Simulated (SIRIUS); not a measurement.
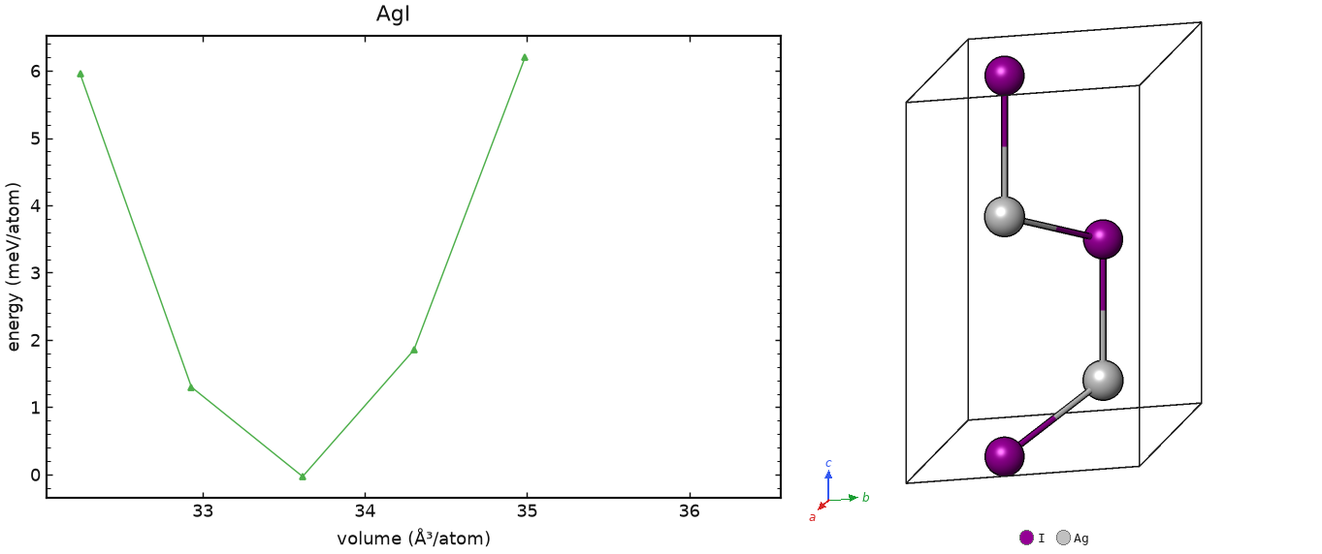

The picture above shows the energy against volume for AgI, space group P6_3mc (No. 186). The conventional cell is drawn beside the plot.

Cell as given: a = 4.590 Å, b = 4.590 Å, c = 7.520 Å, α = 90.00°, β = 90.00°, γ = 120.00°; 4 atoms.

Method: all-electron LAPW DFT, no spin polarisation; energies at scaled volumes of the given cell, shape and fractions fixed, counted from the fit's minimum, third-order Birch-Murnaghan fit (SIRIUS 7.12.0). Level: PBEsol.

```csv
setting,value
k mesh,7×7×4
occupations,Fermi–Dirac
smearing width,0.05 eV
potentials,all electron FP LAPW
program settings,"basis apw+lo standard, gk cutoff 3.48 1/bohr, pw cutoff 20 1/bohr"
```

The points at volume 35.67 Å³/atom and 36.36 Å³/atom are left out of the plot. What values does the calculation give there?

| volume (Å³/atom) | energy (meV/atom) |
| --- | --- |
| 35.67 | 12.96 |
| 36.36 | 21.45 |

Note: shape and atomic fractions are frozen while scaling, which makes layered, chain and framework solids too stiff.
